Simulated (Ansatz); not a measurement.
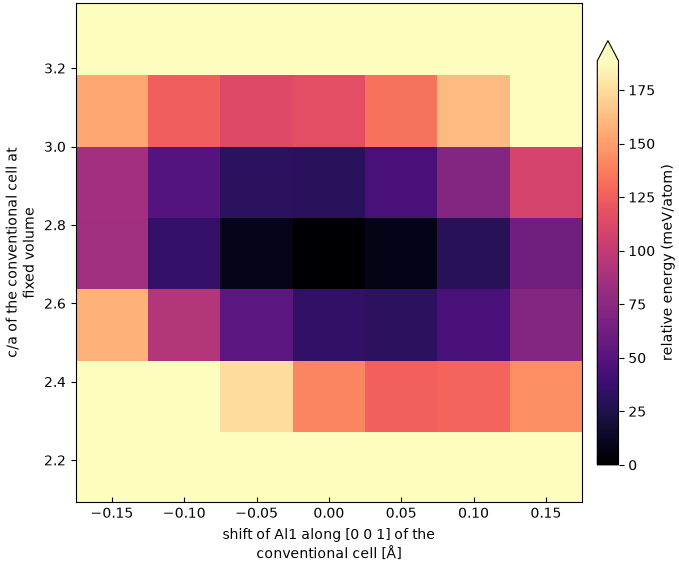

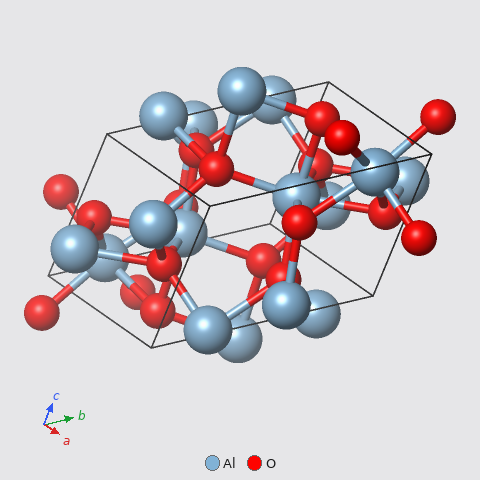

Energy landscape of Al₂O₃ (R-3c, No. 167; 10 atoms in the cell). The energy is mapped over a free internal coordinate and the cell. The first coordinate is: shift of Al1 along [0 0 1] of the conventional cell, Cartesian (0 0 1), its symmetry partners moved as symmetry demands (measured in the relaxed cell); the second: c/a of the conventional cell at fixed volume. Nothing is relaxed (all other coordinates fixed). The scan uses a 7 × 7 grid. Points are written as (first, second). Energies are in meV/atom, from the lowest grid point. The calculation used DFT PBE, scalar-relativistic, plane waves, PAW (Ansatz). Settings: cutoff 520 eV, k-mesh 6×6×6, gaussian smearing 0.05 eV, no spin polarisation.

Drawn: one coloured cell a grid point, one colour for all values above the top of the scale. The second picture is the structure at the lowest point

**Summarise what can be read from the map.**

The lowest grid point is at (0.00 Å, 2.729). No other kind of well shows on this grid. The highest grid point, (−0.15 Å, 2.183), lies 586 meV/atom above the lowest. Round the minimum the valley is somewhat tilted: raising the first coordinate shifts the best value of the second coordinate downwards (coupling k₁₂/√(k₁₁k₂₂) about 0.3). The gap on the k-mesh is 5.9 eV at the lowest point and runs from 3.1 to 6.1 eV over the map.

The values on the grid:

| second ↓, first → | −0.15 | −0.10 | −0.05 | 0.00 | 0.05 | 0.10 | 0.15 |
| --- | --- | --- | --- | --- | --- | --- | --- |
| 3.275 | 281 | 256 | 247 | 251 | 267 | 296 | 336 |
| 3.093 | 154 | 125 | 113 | 116 | 133 | 162 | 203 |
| 2.911 | 86 | 49 | 31 | 30 | 44 | 71 | 109 |
| 2.729 | 84 | 35 | 8 | 0 | 8 | 29 | 62 |
| 2.547 | 158 | 93 | 53 | 33 | 32 | 45 | 71 |
| 2.365 | 320 | 234 | 175 | 140 | 126 | 128 | 144 |
| 2.183 | 586 | 471 | 388 | 333 | 301 | 289 | 293 |

Time for the 49 points that were run: 6.7 min on 2 threads of Arm Neoverse N1, on a shared host.

PAW datasets: the set soft_1.
